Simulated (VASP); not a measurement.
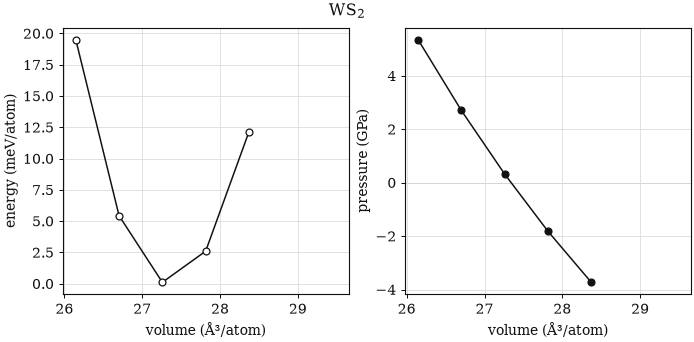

The picture above shows the energy and pressure against volume for WS₂, space group P3m1 (No. 156).

Cell as given: a = 3.183 Å, b = 3.183 Å, c = 28.532 Å, α = 90.00°, β = 90.00°, γ = 120.00°; 9 atoms.

How it was computed, with VASP 6.6.1: plane-wave DFT, no spin polarisation; energies at scaled volumes of the given cell, shape and fractions fixed, counted from the fit's minimum, third-order Birch-Murnaghan fit. Level: PBEsol.

- k mesh: 10×10×1
- occupations: Fermi–Dirac
- smearing width: 0.05 eV
- potentials: VASP PAW PBE potentials, recommended
- wave cutoff: 520 eV

The points at volume 28.93 Å³/atom and 29.48 Å³/atom are left out of the plot. What values does the calculation give there?

```tsv
volume (Å³/atom)	energy (meV/atom)	pressure (GPa)
28.93	27.96	-5.45
29.48	49.43	-6.98
```

Limits of the calculation: shape and atomic fractions are frozen while scaling, which makes layered, chain and framework solids too stiff.
